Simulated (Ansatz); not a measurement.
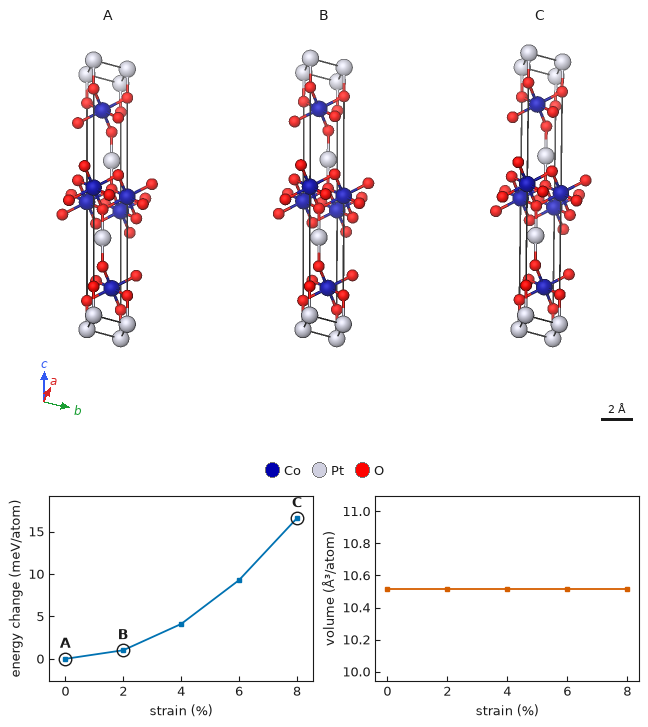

Members of a series of calculations on crystalline CoPtO₂ (set up in R-3m), marked on the first curve. A ball-and-stick model of the cell of the calculation, seen from a free direction.

Level of theory: DFT PBE, scalar-relativistic, plane waves, PAW (Ansatz 0.2.0). (plane-wave cutoff 420 eV; k-point mesh 12 × 12 × 2; occupations gaussian; smearing width 0.1 eV; no spin polarisation)

Which kind of strain is it, and how does the structure respond?

Shear of c along a, cell held, atoms relaxed. A (strain 0.0 %): energy change 0.0 meV/atom, volume 10.52 Å³ per atom. B (strain 2.0 %): energy change 1.0 meV/atom, volume 10.52 Å³ per atom. C (strain 8.0 %): energy change 16.6 meV/atom, volume 10.52 Å³ per atom. The rest compares A with C. The drawn cell changes at constant volume: a = b unchanged at 2.855 Å, c 17.883 → 17.940 Å (+0.3 %), α 90.0° → 92.3°, β 90.0° → 85.4°. Near-neighbour distances before and after: Co–O 1.913 → 1.896 to 1.934 Å, O–Pt 2.009 → 2.018 Å.

Limits of the set-up: an element that often carries a moment was run without spin polarisation.
